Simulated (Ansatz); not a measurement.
**What a change does: single-point calculation on Zn**

System: Zn (P6₃/mmc, 2 atoms in the cell).
Method of the first run: DFT LDA, scalar-relativistic, plane waves, PAW, no spin polarisation (Ansatz 0.2.0).

The structure derives from an entry of the Crystallography Open Database. Text and figures count atoms from 1; the logs count them from 0 in places.

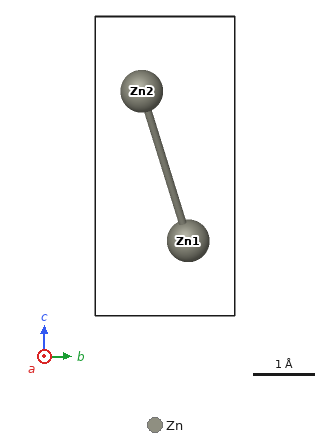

**Figure 1.** The input geometry (ball-and-stick view of the cell of the calculation, along the a axis; atoms are numbered from 1 in the order of the input). Near neighbours in the crystal (not all of them lie inside the picture): Zn has 12 Zn at 2.67 to 2.92 Å.

**Input, the first run**
```yaml
crystal:
  lattice:
    - [2.67, 0.0, 0.0]
    - [-1.335, 2.3122878281, 0.0]
    - [0.0, 0.0, 4.966]
  atoms:
    - { symbol: Zn, position: [0.3333333333, 0.6666666667, 0.25] }
    - { symbol: Zn, position: [0.6666666667, 0.3333333333, 0.75] }
basis:
  ecutwfc: 420
kpoints:
  mp_grid: { grid: [9, 9, 4] }
hamiltonian:
  xc: lda
scf:
  occupations: { method: gaussian, width: 0.1 }
output:
  forces: true
  stress: true
  eigenvalues: true
```

Command:
```bash
ansatz run input.yaml --threads 1 --pin off --max-ram 2560MiB --backend cpu --events-out ev --progress --plain --runs-dir out
```

Hardware: 1 thread of Arm Neoverse V1, 24 GiB of memory available, shared host.

**Output, shortened to warnings, some set-up lines, iterations and results (the first run)**
```
Basis set: ecut = 420 eV, 623 PW (Γ)
Symmetry: 24 space group operations
k-points: 36 of 324
Initial density: superposition of atomic densities (neutral atoms: chi_scale 0, normalization atom), corrected by the library's trained network
[...]
SCF iter   1: F=—  HF=-6492.352798 eV  |F-HF|=—  |Δ(HF+E_count)|=         —  Δρ=5.50e-3  dr2=3.26e-3  ethr=1.77e-3  ⟨swp⟩=5.0  Hψ=2888  notcnv=0
SCF iter   2: F=—  HF=-6492.352324 eV  |F-HF|=—  |Δ(HF+E_count)|=   4.73e-4  Δρ=1.77e-3  dr2=5.84e-4  ethr=1.36e-5  ⟨swp⟩=2.1  Hψ=1274  notcnv=0
SCF iter   3: F=—  HF=-6492.352216 eV  |F-HF|=—  |Δ(HF+E_count)|=   1.08e-4  Δρ=1.54e-3  dr2=2.60e-4  ethr=2.43e-6  ⟨swp⟩=2.0  Hψ=953  notcnv=0
SCF iter   4: F=—  HF=-6492.352184 eV  |F-HF|=—  |Δ(HF+E_count)|=   3.22e-5  Δρ=1.26e-4  dr2=1.83e-6  ethr=1.08e-6  ⟨swp⟩=2.6  Hψ=992  notcnv=0
SCF iter   5: F=—  HF=-6492.352185 eV  |F-HF|=—  |Δ(HF+E_count)|=   5.80e-7  Δρ=2.82e-5  dr2=1.16e-7  ethr=7.63e-9  ⟨swp⟩=2.1  Hψ=1032  notcnv=0
SCF iter   6: F=-6492.352185 eV  HF=-6492.352185 eV  |F-HF|=1.75e-8  |Δ(HF+E_count)|=   2.08e-7  Δρ=1.15e-5  dr2=2.18e-8  ethr=4.17e-10  ⟨swp⟩=5.3  Hψ=2540  notcnv=0
SCF 1 converged in 6 iterations: F = -6492.352185 eV  dr2 = 2.18e-8
SCF converged after 6 iterations
Free energy (F): -6492.352185 eV
Harris-Foulkes:  -6492.352185 eV  (|F-HF|=1.75e-8)
Internal energy: -6492.341947 eV  (E = F + TS)
E sigma→0 (E₀):  -6492.347066 eV
Entropy (-TS):   -0.010238 eV (-5.119 meV/atom)
Fermi energy:    10.757561 eV
--- Per-component energies (eV) ---
  E_band       = 84.246174
  E_kinetic    = 262.769013
  E_local      = -3093.647434  (includes V_loc(G=0)·N_el)
  E_nonlocal   = 1226.934275
  E_hartree    = 1291.412513
  E_xc         = -271.771299
  E_vxc        = -107.879734  (∫ρ·V_xc dr)
  E_paw        = -3506.854928  (= ΣΔE_a)
  E_vpaw       = -786.743672  (= ΣTr[D̂ρ^β])
  E_aug_tail   = -0.000748  (compensation charges beyond the density's cutoff)
  E_ewald      = -2404.297622
  E_core_change = 3.114283  (= ΣΔE_core)
  E_smearing   = -0.010238  (= −TS)
  E_closure    = 0.000000  (closes the sum)
  Σ components = -6492.352185   (vs F -6492.352185, Δ=0.00e0)
--- Forces (eV/Å), atoms counted from 1 ---
  atom   1  Zn    -0.00000000     0.00000000     0.00000000
  atom   2  Zn    -0.00000000    -0.00000000    -0.00000000
  max |Σ_I F_I| component: 1.67e-16 eV/Å
--- Stress (GPa, compression-positive) ---
       -9.689396       0.000000       0.000000
        0.000000      -9.689396       0.000000
        0.000000       0.000000      -7.400036
  P = ⅓ Tr σ = -8.9263 GPa (-89.263 kbar)
```

The input of the second run differs as follows (lines with − go, lines with + come):
```diff
-    - [2.67, 0.0, 0.0]
-    - [-1.335, 2.3122878281, 0.0]
-    - [0.0, 0.0, 4.966]
+    - [2.5514179379, 0.0, 0.0]
+    - [-1.275708969, 2.2095927499, 0.0]
+    - [0.0, 0.0, 4.8507390148]
-  mp_grid: { grid: [9, 9, 4] }
+  mp_grid: { grid: [15, 15, 7] }
```

What does this change do to the results?

With the same functional and potentials, the second run lies 85.9 meV per atom lower (other lines of the input change too). The pressure goes from −8.93 to 0.02 GPa. The volume per atom goes from 15.33 to 13.67 Å³. The number of SCF iterations is the same. The irreducible k-points go from 36 to 108. The plane waves at Γ go from 623 to 527.

**Output, shortened to warnings, some set-up lines, iterations and results (the second run)**
```
Basis set: ecut = 420 eV, 527 PW (Γ)
Symmetry: 24 space group operations
k-points: 108 of 1575
Initial density: superposition of atomic densities (neutral atoms: chi_scale 0, normalization atom), corrected by the library's trained network
[...]
SCF iter   1: F=—  HF=-6492.524772 eV  |F-HF|=—  |Δ(HF+E_count)|=         —  Δρ=6.34e-3  dr2=4.01e-3  ethr=1.77e-3  ⟨swp⟩=5.0  Hψ=8392  notcnv=0
SCF iter   2: F=—  HF=-6492.524267 eV  |F-HF|=—  |Δ(HF+E_count)|=   5.05e-4  Δρ=1.67e-3  dr2=4.48e-4  ethr=1.67e-5  ⟨swp⟩=2.0  Hψ=3779  notcnv=0
SCF iter   3: F=—  HF=-6492.524059 eV  |F-HF|=—  |Δ(HF+E_count)|=   2.08e-4  Δρ=1.43e-3  dr2=1.96e-4  ethr=1.87e-6  ⟨swp⟩=2.0  Hψ=2935  notcnv=0
SCF iter   4: F=—  HF=-6492.524041 eV  |F-HF|=—  |Δ(HF+E_count)|=   1.82e-5  Δρ=3.86e-4  dr2=1.49e-5  ethr=8.16e-7  ⟨swp⟩=1.0  Hψ=1721  notcnv=0
SCF iter   5: F=—  HF=-6492.524040 eV  |F-HF|=—  |Δ(HF+E_count)|=   7.11e-7  Δρ=6.09e-5  dr2=4.37e-7  ethr=6.23e-8  ⟨swp⟩=1.0  Hψ=1721  notcnv=0
SCF iter   6: F=-6492.524040 eV  HF=-6492.524040 eV  |F-HF|=6.82e-11  |Δ(HF+E_count)|=   7.30e-8  Δρ=7.35e-6  dr2=5.54e-9  ethr=4.17e-10  ⟨swp⟩=5.1  Hψ=7646  notcnv=0
SCF 1 converged in 6 iterations: F = -6492.524040 eV  dr2 = 5.54e-9
SCF converged after 6 iterations
Free energy (F): -6492.524040 eV
Harris-Foulkes:  -6492.524040 eV  (|F-HF|=6.82e-11)
Internal energy: -6492.522227 eV  (E = F + TS)
E sigma→0 (E₀):  -6492.523133 eV
Entropy (-TS):   -0.001814 eV (-0.907 meV/atom)
Fermi energy:    12.375639 eV
--- Per-component energies (eV) ---
  E_band       = 119.451104
  E_kinetic    = 265.304817
  E_local      = -2947.563606  (includes V_loc(G=0)·N_el)
  E_nonlocal   = 1225.156821
  E_hartree    = 1234.993874
  E_xc         = -273.926697
  E_vxc        = -110.584844  (∫ρ·V_xc dr)
  E_paw        = -3504.619365  (= ΣΔE_a)
  E_vpaw       = -782.850254  (= ΣTr[D̂ρ^β])
  E_aug_tail   = -0.000787  (compensation charges beyond the density's cutoff)
  E_ewald      = -2494.981566
  E_core_change = 3.114283  (= ΣΔE_core)
  E_smearing   = -0.001814  (= −TS)
  E_closure    = -0.000000  (closes the sum)
  Σ components = -6492.524040   (vs F -6492.524040, Δ=0.00e0)
--- Forces (eV/Å), atoms counted from 1 ---
  atom   1  Zn     0.00000000     0.00000000     0.00000000
  atom   2  Zn    -0.00000000    -0.00000000     0.00000000
  max |Σ_I F_I| component: 3.70e-17 eV/Å
--- Stress (GPa, compression-positive) ---
       -0.469271       0.000000       0.000000
        0.000000      -0.469271       0.000000
        0.000000       0.000000       1.009339
  P = ⅓ Tr σ = 0.0236 GPa (0.236 kbar)
```

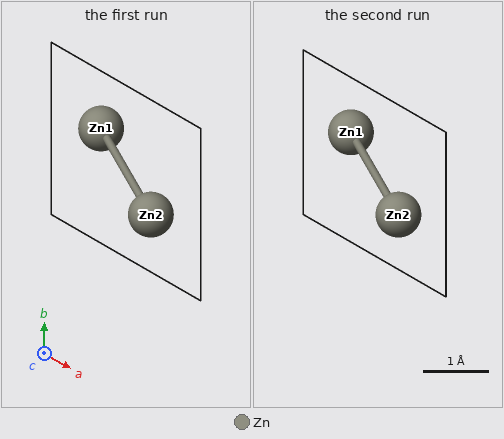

**Figure 2.** The two input geometries at one scale (ball-and-stick view of the cell of the calculation, along the c axis). The atoms keep their places relative to the cell (all moves are under 0.005 Å). Cell: a = b 2.670 → 2.551 Å (−4.4 %), c 4.966 → 4.851 Å (−2.3 %). Volume −10.8 %. Among the contacts that change: Zn1–Zn1 2.670 → 2.551 Å, Zn1–Zn2 2.923 → 2.838 Å.

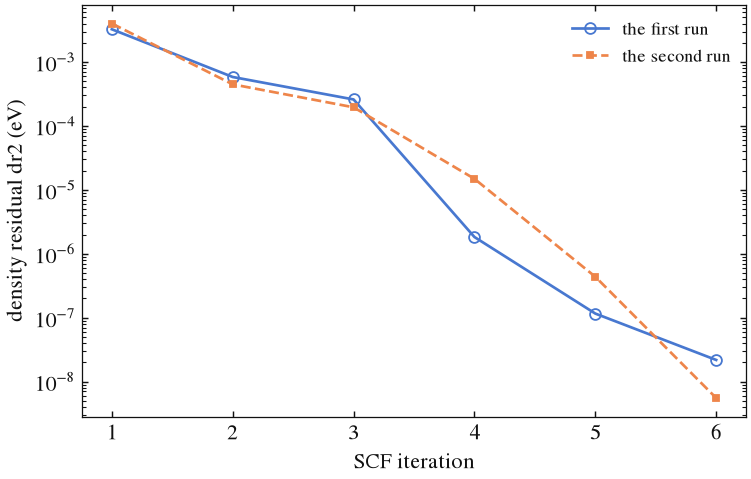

**Figure 3.** Convergence of the two runs: density residual dr2 against the SCF iteration. The first run takes 6 iterations in all, and the second run takes 6.

**The two runs side by side**

```tsv
quantity	the first run	the second run
outcome	converged	converged
free energy per atom (eV)	−3246.1761	−3246.2620
energy per atom, smearing taken to zero (eV)	−3246.1735	−3246.2616
gap on the mesh (eV)	0.00	0.00
pressure (GPa)	−8.93	0.02
volume per atom (Å³)	15.33	13.67
largest force (eV/Å)	0.000	0.000
SCF iterations	6	6
irreducible k-points	36	108
plane waves at Γ	623	527
wall time (shared host)	1.2 s	2.6 s
```

For the first run: The cell is under a tension of 8.9 GPa at this level, so it is not at its equilibrium volume.
